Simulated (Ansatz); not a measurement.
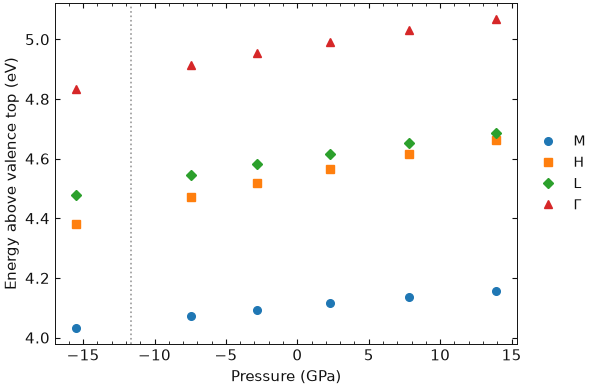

Lowest conduction level at each named k point, counted from the valence-band top at H. One run is left out (dotted line).

System: layered hexagonal BN, space group P6_3/mmc (No. 194), 4 atoms in the cell. The cell is scaled at fixed shape and fractional positions. At 8.97 Å³/atom, a = 2.498 Å, c = 6.636 Å (hexagonal axes). Ansatz 0.2.0; LDA, all-electron LAPW, no spin polarisation, no spin-orbit coupling, 12×12×4 k mesh, Fermi-Dirac smearing of 0.05 eV.

| pressure | M (eV) | H (eV) | L (eV) | Γ (eV) | volume (Å³/atom) |
| --- | --- | --- | --- | --- | --- |
| −15.5 GPa | 4.03 | 4.38 | 4.48 | 4.83 | 9.50 |
| −7.4 GPa | 4.07 | 4.47 | 4.55 | 4.91 | 9.15 |
| −2.8 GPa | 4.09 | 4.52 | 4.58 | 4.95 | 8.97 |
| 2.3 GPa | 4.12 | 4.57 | 4.62 | 4.99 | 8.79 |
| 7.8 GPa | 4.14 | 4.61 | 4.65 | 5.03 | 8.61 |
| 13.9 GPa | 4.16 | 4.66 | 4.69 | 5.07 | 8.43 |

### Estimate the values at −11.7 GPa.

Fits through the other points give 4.05 eV at M, 4.43 eV at H, 4.51 eV at L and 4.87 eV at Γ (straight lines). The run itself gives 4.05, 4.43, 4.51 and 4.87 eV, within 0.01 eV of the estimates.

### Which of these conduction levels is lowest, and does that change?

The lowest is the one at M, over the whole range, so among these points the gap stays indirect.

LDA, GGA and most meta-GGA functionals understate gaps.
